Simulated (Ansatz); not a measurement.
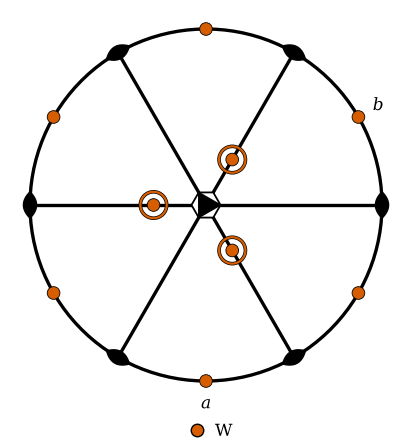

For W, the geometry relaxed with Ansatz 0.2.0, DFT PBE, scalar-relativistic, plane waves, PAW; the starting structure was generated, so it need not be a known form of this composition: directions from one tungsten atom at (1/3, 2/3, 3/4) to its bonded neighbours, in stereographic projection down c (filled: above the plane of the page or in it, open: below). All values are computed from the atomic coordinates in the standard setting (tolerance 0.002 Å).

Neighbours are counted up to 3.12 Å for W. The symmetry elements of the site are drawn in: heavy lines are mirror planes (a heavy rim: a mirror in the plane of the page); lens, triangle, square and hexagon are 2-, 3-, 4- and 6-fold axes, a lens in an open square is −4, a triangle in an open hexagon −6; thin dashed diameters join the ends of axes that lie in the page; a small open circle marks inversion.

```
W
1.0
     2.78431    0.00000    0.00000
    -1.39215    2.41128    0.00000
     0.00000    0.00000    9.82538
W
4
Direct
  0.00000 0.00000 0.00000
  0.00000 0.00000 0.50000
  0.33333 0.66667 0.75000
  0.66667 0.33333 0.25000
```

How many neighbours are there, and at what angles?

Answer. 12: 6 W at 2.78 Å, 6 W at 2.94 Å. Angles between bonds: 57° (6×), 60° (6×), 62° (12×), 90° (12×), 114° (3×), 118° (12×), 120° (6×), 148° (6×), 180° (3×).

What is the site's symmetry in the crystal?

Answer. Point group -6m2 (D3h), order 12: one −6 axis, three twofold axes, four mirror planes. In P6₃/mmc (No. 194) this is Wyckoff position 2d.
